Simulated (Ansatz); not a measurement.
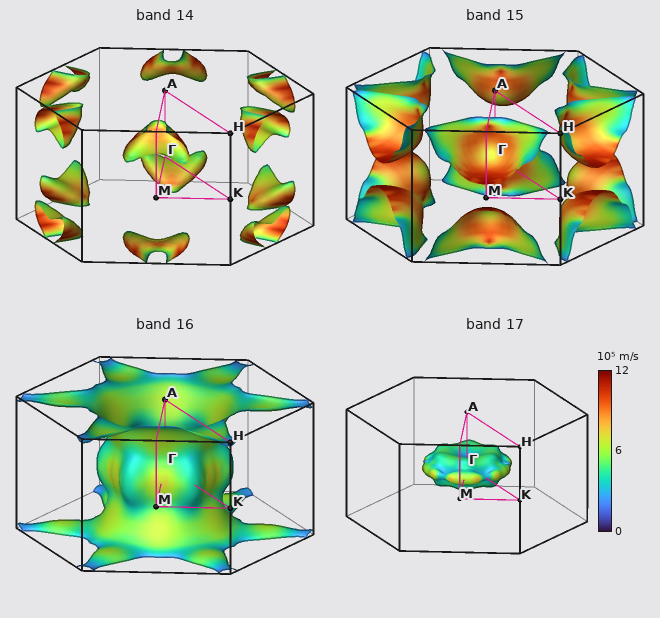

Fermi surface of Tc (P6_3/mmc) (the four sheets of greatest area among six bands), coloured by the Fermi speed.

Level of theory: DFT PBE, scalar-relativistic, plane waves, PAW; levels and slopes on a dense k mesh at the converged density in Ansatz 0.2.0. No spin polarisation. The levels come from a k mesh of 30×30×16 points. The geometry was not relaxed.

**How fast are the electrons on each sheet?**

Band 14: 4.6 to 10 × 10⁵ m/s over most of the sheet, 7.1 × 10⁵ m/s on average over states. Band 15: 3.1 to 11 × 10⁵ m/s over most of the sheet, 6.4 × 10⁵ m/s on average over states. Band 16: 2.9 to 6.9 × 10⁵ m/s over most of the sheet, 4.9 × 10⁵ m/s on average over states. Band 17: 2.6 to 7.1 × 10⁵ m/s over most of the sheet, 4.3 × 10⁵ m/s on average over states.

Spin-orbit coupling is left out; with Tc it can split, shift or remove sheets. A band edge lies within 0.03 eV of the Fermi level, so pockets and density of states there aren't settled.
